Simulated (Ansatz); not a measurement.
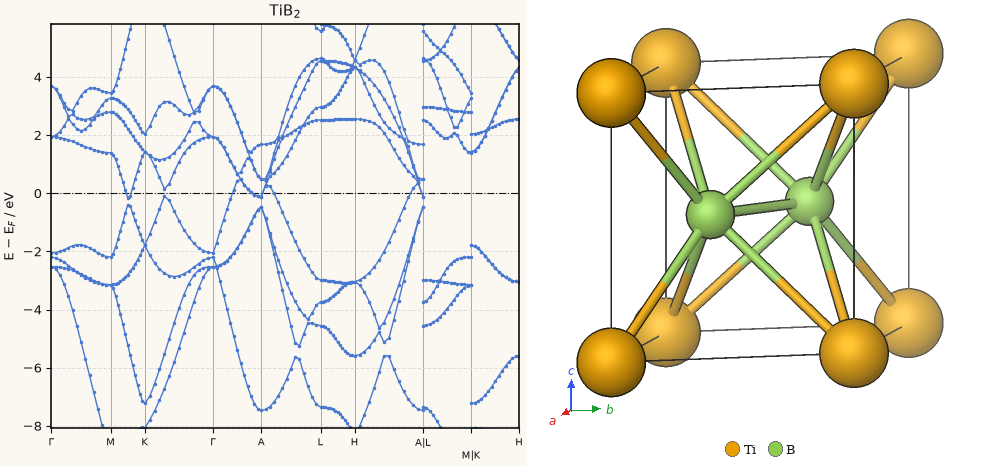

Band structure of AlB2-type TiB$_{2}$, space group P6/mmm (No. 191), 3 atoms in the cell (a = 3.029 Å, c = 3.228 Å (hexagonal axes)), beside the structure. Computed with Ansatz 0.2.0: LDA, Ansatz PAW, no spin polarisation, no spin-orbit coupling, 10×10×8 k mesh, 420 eV cutoff, Fermi-Dirac smearing of 0.05 eV. Energies are counted from the Fermi level.

A metal: bands cross the Fermi level along this path. At H the nearest levels lie 3.04 eV below and 2.55 eV above the Fermi level.

The PAW data sets were made with another functional. The cell is at −11 GPa in this functional. Bands are joined in order of energy, so crossings between the computed points show as kinks or gaps.
